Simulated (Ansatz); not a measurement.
Input of the run:

```
crystal:
  lattice:
    - [0.0, 3.4895132087, 3.4895132087]
    - [3.4895132087, 0.0, 3.4895132087]
    - [3.4895132087, 3.4895132087, 0.0]
  atoms:
    - { symbol: Ti, position: [0.125, 0.125, 0.125] }
    - { symbol: Ti, position: [0.625, 0.125, 0.125] }
    - { symbol: Ti, position: [0.125, 0.125, 0.625] }
    - { symbol: Ti, position: [0.125, 0.625, 0.125] }
    - { symbol: Co, position: [0.5, 0.5, 0.5], spin: 1.11 }
    - { symbol: Co, position: [0.75, 0.75, 0.75], spin: 1.11 }
basis:
  ecutwfc: 420
kpoints:
  mp_grid: { grid: [10, 10, 10] }
  band_path:
    path:
      - [[0.0, 0.0, 0.0], [0.5, 0.0, 0.5], [0.625, 0.25, 0.625]]
      - [[0.375, 0.375, 0.75], [0.0, 0.0, 0.0], [0.5, 0.5, 0.5], [0.5, 0.25, 0.75], [0.5, 0.0, 0.5]]
    npoints: 14
hamiltonian:
  xc: pbesol
scf:
  occupations: { method: gaussian, width: 0.1 }
  n_extra_bands: 15
output:
  forces: true
  stress: true
  eigenvalues: true
  populations: true
  dos: { projected: true, de: 0.02, nscf_kmesh: { grid: [15, 15, 15] } }
  bader: true
  write_density: true
  write_potential: true
  elf: true
  volumetric_format: npy
magnetization:
  spin_polarized: true
checkpoint:
  read: start.run
  write: ck
  compress: false
  write_wavefunctions: false
  write_every: 100000
```

Launched with:
```bash
ansatz run input.yaml --threads 1 --pin off --max-ram 2560MiB --backend cpu --events-out ev --progress --plain --runs-dir out
```

What does the calculation give for the electronic structure? The path is Γ–X–U|K–Γ–L–W–X.

A metal: bands cross the Fermi level along this path. Bands cross the Fermi level on every line of the path. At L the nearest levels lie 0.06 eV below and 0.66 eV above the Fermi level. The density of states at the Fermi level isn't well fixed here: it changes fast, and within 0.3 eV it runs from 5.9 to 13 per eV and cell.

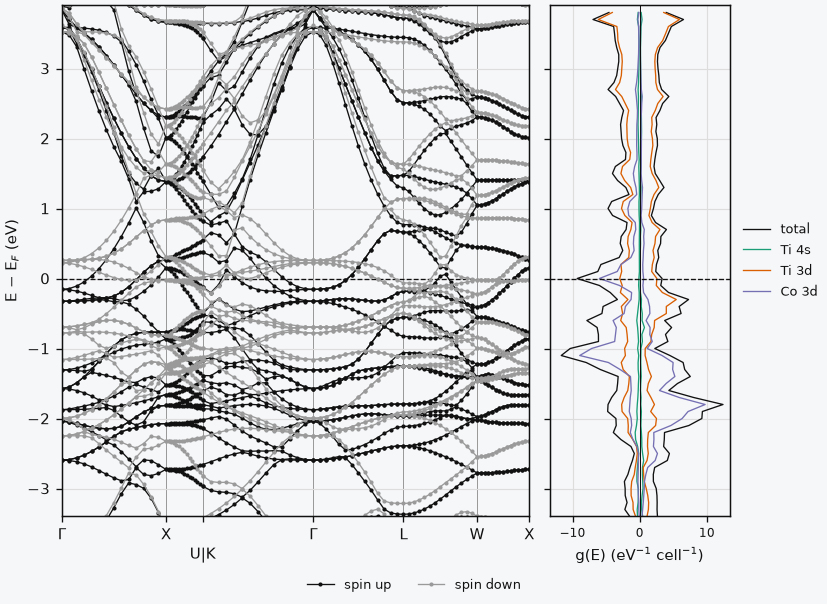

Band structure and density of states. Energies are counted from the Fermi level. The partial curves are projected on Löwdin-orthogonalised atomic shells. Spin-down states are drawn negative.
